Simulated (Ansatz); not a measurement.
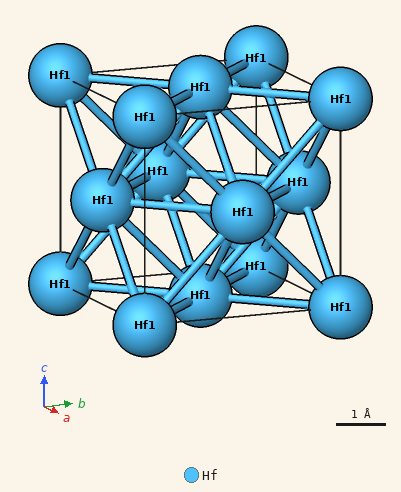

Fig. 1: The structure (ball-and-stick view of the cell 4 times as large as that of the calculation, set on its symmetry axes, seen slightly off an axis; atoms are numbered from 1 in the order of the input). An atom can appear more than once, as a periodic image.

## Hf: one change and its effect

System: Hf (1 atom in the cell).
Method of run 1: DFT PBEsol, scalar-relativistic, plane waves, PAW, no spin polarisation (Ansatz 0.2.0).

The structure derives from an entry of the Crystallography Open Database. Text and figures count atoms from 1; the logs count them from 0 in places.

**Input file, run 1**
```yaml
crystal:
  lattice:
    - [0.0, 2.22, 2.22]
    - [2.22, 0.0, 2.22]
    - [2.22, 2.22, 0.0]
  atoms:
    - { symbol: Hf, position: [0.0, 0.0, 0.0] }
basis:
  ecutwfc: 420
kpoints:
  mp_grid: { grid: [18, 18, 18] }
hamiltonian:
  xc: pbesol
scf:
  occupations: { method: gaussian, width: 0.15 }
output:
  forces: true
  stress: true
  eigenvalues: true
```

Launched with:
```bash
ansatz run input.yaml --threads 1 --pin off --max-ram 2560MiB --backend cpu --events-out ev --progress --plain --runs-dir out
```

Hardware: 1 thread of Arm Neoverse V1, 24 GiB of memory available, shared host.

**Output, shortened to warnings, some set-up lines, iterations and results (run 1)**
```
Basis set: ecut = 420 eV, 411 PW (Γ), exchange–correlation on 48×48×48 points (8 copies of the dense FFT grid, shifted against one another)
Symmetry: 48 space group operations
k-points: 195 of 5832
Initial density: superposition of atomic densities (neutral atoms: chi_scale 0, normalization atom), corrected by the library's trained network
[...]
SCF iter   1: F=—  HF=-15597.963048 eV  |F-HF|=—  |Δ(HF+E_count)|=         —  Δρ=2.41e-3  dr2=5.44e-4  ethr=1.77e-3  ⟨swp⟩=4.9  Hψ=13741  notcnv=0
SCF iter   2: F=—  HF=-15597.963058 eV  |F-HF|=—  |Δ(HF+E_count)|=   9.98e-6  Δρ=1.41e-3  dr2=1.65e-4  ethr=2.09e-6  ⟨swp⟩=2.2  Hψ=7015  notcnv=0
SCF iter   3: F=—  HF=-15597.963150 eV  |F-HF|=—  |Δ(HF+E_count)|=   9.19e-5  Δρ=3.57e-4  dr2=1.31e-5  ethr=6.33e-7  ⟨swp⟩=2.0  Hψ=5055  notcnv=0
SCF iter   4: F=—  HF=-15597.963151 eV  |F-HF|=—  |Δ(HF+E_count)|=   8.02e-7  Δρ=4.03e-5  dr2=8.84e-8  ethr=5.05e-8  ⟨swp⟩=2.0  Hψ=5849  notcnv=0
SCF iter   5: F=—  HF=-15597.963152 eV  |F-HF|=—  |Δ(HF+E_count)|=   5.62e-7  Δρ=6.25e-6  dr2=5.21e-9  ethr=3.40e-10  ⟨swp⟩=2.2  Hψ=6012  notcnv=0
SCF iter   6: F=-15597.963152 eV  HF=-15597.963152 eV  |F-HF|=2.91e-8  |Δ(HF+E_count)|=   2.27e-8  Δρ=2.40e-6  dr2=3.86e-10  ethr=2.00e-11  ⟨swp⟩=4.3  Hψ=11220  notcnv=0
SCF 1 converged in 6 iterations: F = -15597.963152 eV  dr2 = 3.86e-10
SCF converged after 6 iterations
Free energy (F): -15597.963152 eV
Harris-Foulkes:  -15597.963152 eV  (|F-HF|=2.91e-8)
Internal energy: -15597.946977 eV  (E = F + TS)
E sigma→0 (E₀):  -15597.955064 eV
Entropy (-TS):   -0.016175 eV (-16.175 meV/atom)
Fermi energy:    20.056819 eV
--- Per-component energies (eV) ---
  E_band       = 46.824108
  E_kinetic    = 425.273195
  E_local      = -5016.865879  (includes V_loc(G=0)·N_el)
  E_nonlocal   = -1238.663815
  E_hartree    = 2362.321321
  E_xc         = -297.924551
  E_vxc        = -266.191534  (∫ρ·V_xc dr)
  E_paw        = -6807.461920  (= ΣΔE_a)
  E_vpaw       = 1418.629489  (= ΣTr[D̂ρ^β])
  E_aug_tail   = -0.000001  (compensation charges beyond the density's cutoff)
  E_ewald      = -5025.876417
  E_core_change = 1.251092  (= ΣΔE_core)
  E_smearing   = -0.016175  (= −TS)
  E_closure    = 0.000000  (closes the sum)
  Σ components = -15597.963152   (vs F -15597.963152, Δ=0.00e0)
--- Forces (eV/Å), atoms counted from 1 ---
  atom   1  Hf    -0.00000000    -0.00000000     0.00000000
  max |Σ_I F_I| component: 1.07e-31 eV/Å
--- Stress (GPa, compression-positive) ---
       -1.515607      -0.000000       0.000000
       -0.000000      -1.515607       0.000000
       -0.000000       0.000000      -1.515607
  P = ⅓ Tr σ = -1.5156 GPa (-15.156 kbar)
```

The input of run 2 differs as follows (lines with − go, lines with + come):
```diff
-  mp_grid: { grid: [18, 18, 18] }
+  mp_grid: { grid: [20, 20, 20] }
```

How does run 2 compare with run 1?

The free energy of run 2 is 0.03 meV per atom higher, which measures how much it depends on this numerical setting. The number of SCF iterations is the same. The irreducible k-points go from 195 to 256.

**Output, shortened to warnings, some set-up lines, iterations and results (run 2)**
```
Basis set: ecut = 420 eV, 411 PW (Γ), exchange–correlation on 48×48×48 points (8 copies of the dense FFT grid, shifted against one another)
Symmetry: 48 space group operations
k-points: 256 of 8000
Initial density: superposition of atomic densities (neutral atoms: chi_scale 0, normalization atom), corrected by the library's trained network
[...]
SCF iter   1: F=—  HF=-15597.963018 eV  |F-HF|=—  |Δ(HF+E_count)|=         —  Δρ=2.43e-3  dr2=5.67e-4  ethr=1.77e-3  ⟨swp⟩=4.8  Hψ=18003  notcnv=0
SCF iter   2: F=—  HF=-15597.963036 eV  |F-HF|=—  |Δ(HF+E_count)|=   1.78e-5  Δρ=1.42e-3  dr2=1.74e-4  ethr=2.18e-6  ⟨swp⟩=2.2  Hψ=9251  notcnv=0
SCF iter   3: F=—  HF=-15597.963126 eV  |F-HF|=—  |Δ(HF+E_count)|=   8.95e-5  Δρ=3.59e-4  dr2=1.37e-5  ethr=6.70e-7  ⟨swp⟩=2.0  Hψ=6638  notcnv=0
SCF iter   4: F=—  HF=-15597.963125 eV  |F-HF|=—  |Δ(HF+E_count)|=   3.84e-7  Δρ=4.00e-5  dr2=8.86e-8  ethr=5.28e-8  ⟨swp⟩=2.0  Hψ=7675  notcnv=0
SCF iter   5: F=—  HF=-15597.963126 eV  |F-HF|=—  |Δ(HF+E_count)|=   5.87e-7  Δρ=6.86e-6  dr2=6.49e-9  ethr=3.41e-10  ⟨swp⟩=2.1  Hψ=7834  notcnv=0
SCF iter   6: F=-15597.963126 eV  HF=-15597.963126 eV  |F-HF|=2.93e-8  |Δ(HF+E_count)|=   2.17e-8  Δρ=2.56e-6  dr2=4.26e-10  ethr=2.50e-11  ⟨swp⟩=4.2  Hψ=14600  notcnv=0
SCF 1 converged in 6 iterations: F = -15597.963126 eV  dr2 = 4.26e-10
SCF converged after 6 iterations
Free energy (F): -15597.963126 eV
Harris-Foulkes:  -15597.963126 eV  (|F-HF|=2.93e-8)
Internal energy: -15597.947016 eV  (E = F + TS)
E sigma→0 (E₀):  -15597.955071 eV
Entropy (-TS):   -0.016110 eV (-16.110 meV/atom)
Fermi energy:    20.056480 eV
--- Per-component energies (eV) ---
  E_band       = 46.817279
  E_kinetic    = 425.269525
  E_local      = -5016.853406  (includes V_loc(G=0)·N_el)
  E_nonlocal   = -1238.666073
  E_hartree    = 2362.309770
  E_xc         = -297.922469
  E_vxc        = -266.189082  (∫ρ·V_xc dr)
  E_paw        = -6807.459036  (= ΣΔE_a)
  E_vpaw       = 1418.637189  (= ΣTr[D̂ρ^β])
  E_aug_tail   = -0.000001  (compensation charges beyond the density's cutoff)
  E_ewald      = -5025.876417
  E_core_change = 1.251092  (= ΣΔE_core)
  E_smearing   = -0.016110  (= −TS)
  E_closure    = -0.000000  (closes the sum)
  Σ components = -15597.963126   (vs F -15597.963126, Δ=0.00e0)
--- Forces (eV/Å), atoms counted from 1 ---
  atom   1  Hf     0.00000000     0.00000000     0.00000000
  max |Σ_I F_I| component: 4.93e-32 eV/Å
--- Stress (GPa, compression-positive) ---
       -1.523652      -0.000000       0.000000
       -0.000000      -1.523652       0.000000
        0.000000      -0.000000      -1.523652
  P = ⅓ Tr σ = -1.5237 GPa (-15.237 kbar)
```

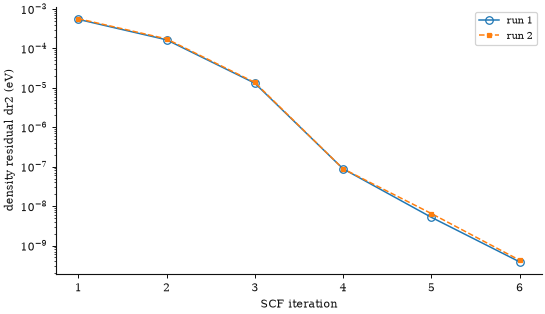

Fig. 2: Convergence of the two runs: density residual dr2 against the SCF iteration. Run 1 takes 6 iterations in all, and run 2 takes 6.

**The two runs side by side**

| quantity | run 1 | run 2 |
| --- | --- | --- |
| outcome | converged | converged |
| free energy per atom (eV) | −15597.9632 | −15597.9631 |
| energy per atom, smearing taken to zero (eV) | −15597.9551 | −15597.9551 |
| gap on the mesh (eV) | 0.00 | 0.00 |
| pressure (GPa) | −1.52 | −1.52 |
| largest force (eV/Å) | 0.000 | 0.000 |
| SCF iterations | 6 | 6 |
| irreducible k-points | 195 | 256 |
| plane waves at Γ | 411 | 411 |
| wall time (shared host) | 4.1 s | 5.6 s |

For both runs: Spin–orbit coupling is left out, which matters for Hf.
